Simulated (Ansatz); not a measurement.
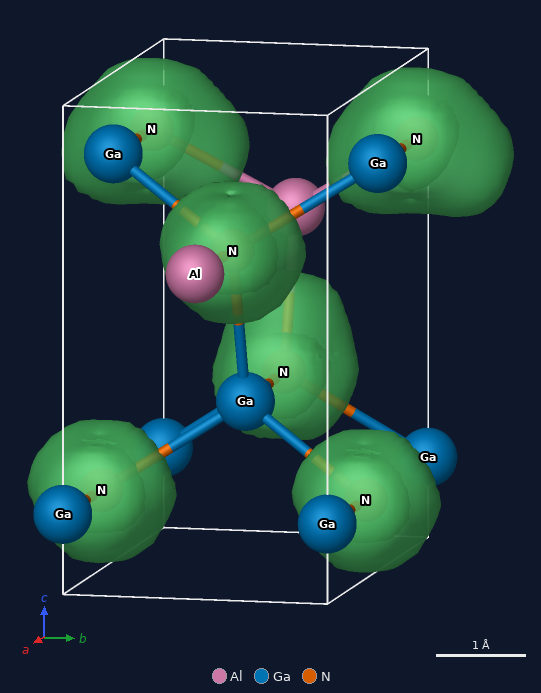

The picture shows: AlGa₃N₄. Isosurface of the electron localisation function at 0.75 (green), seen slightly off an axis. Only the valence region is drawn (cores and ρ < 0.01 e/Å³ removed). Sticks mark near contacts.

Space group Pm; a structure from a database of computed crystals, not necessarily the ambient phase; changed on purpose from its base cell (biaxial strain in the a-b plane, c and atoms relaxed: -3.0 %); computed pressure about 8 GPa in this cell.

All numbers below come from Ansatz, DFT PBEsol, scalar-relativistic, plane waves, PAW.

In a PAW calculation such maps are meaningful between the atoms, not at the nuclei.

Input file:

```
crystal:
  lattice:
    - [4.9880806634, 0.0, 0.0]
    - [0.0, 3.070035256, 0.0]
    - [-0.0033525526, 0.0, 5.5771071159]
  atoms:
    - { symbol: Al, position: [0.0016534314, 0.5, 0.6667947422] }
    - { symbol: Ga, position: [0.5002918716, 0.5, 0.3357496879] }
    - { symbol: Ga, position: [0.5001304188, 0.0, 0.8324071223] }
    - { symbol: Ga, position: [1.0011328698, 0.0, 0.1653054391] }
    - { symbol: "N", position: [0.1183970498, 0.5, 0.3424609837] }
    - { symbol: "N", position: [0.1165396214, 0.0, 0.8288605914] }
    - { symbol: "N", position: [0.6193907307, 0.0, 0.1636323794] }
    - { symbol: "N", position: [0.6300640165, 0.5, 0.6647900541] }
basis:
  ecutwfc: 420
kpoints:
  mp_grid: { grid: [6, 8, 6] }
hamiltonian:
  xc: pbesol
scf:
  occupations: { method: gaussian, width: 0.02 }
output:
  forces: true
  stress: true
  eigenvalues: true
  write_density: true
  write_potential: true
  elf: true
  volumetric_format: npy
relax:
  adjacent_minimum: "off"
  f_tol: 0.008
  max_steps: 40
  cell: { stress_tol: 0.015, fix: [a, b, gamma] }
```

Run with:

```sh
ansatz run input.yaml --threads 2 --pin off --max-ram 5120MiB --backend cpu --events-out ev --progress --plain --runs-dir out
```

Below, planes, directions and counts refer to the conventional cell (a = 4.99 Å, b = 3.07 Å, c = 5.59 Å, α = 90.00°, β = 90.01°, γ = 90.00°).

The fields are those of the run's last geometry, not of the input's.

### Where are the electrons localised?

The surface consists of three regions on N in which the atom's valence shell and bonds are merged and one region wrapped around N (its valence shell), counted in one cell of 8 atoms. Regions shared between cells count once. Along the contacts the grid gives the following. Al–N (1.87 Å): the ELF peaks at about 0.90 between the atoms (a shared but strongly polarised pair). Ga–N (1.91 Å): the ELF peaks at about 0.85 in the valence shell of N, 0.6 Å from its nucleus, and is about 0.50 at the midpoint.

### Metal or insulator at this level of theory?

It is gapped, with a Kohn–Sham gap of 2.5 eV on the k-point mesh, an upper bound to the gap of this method.
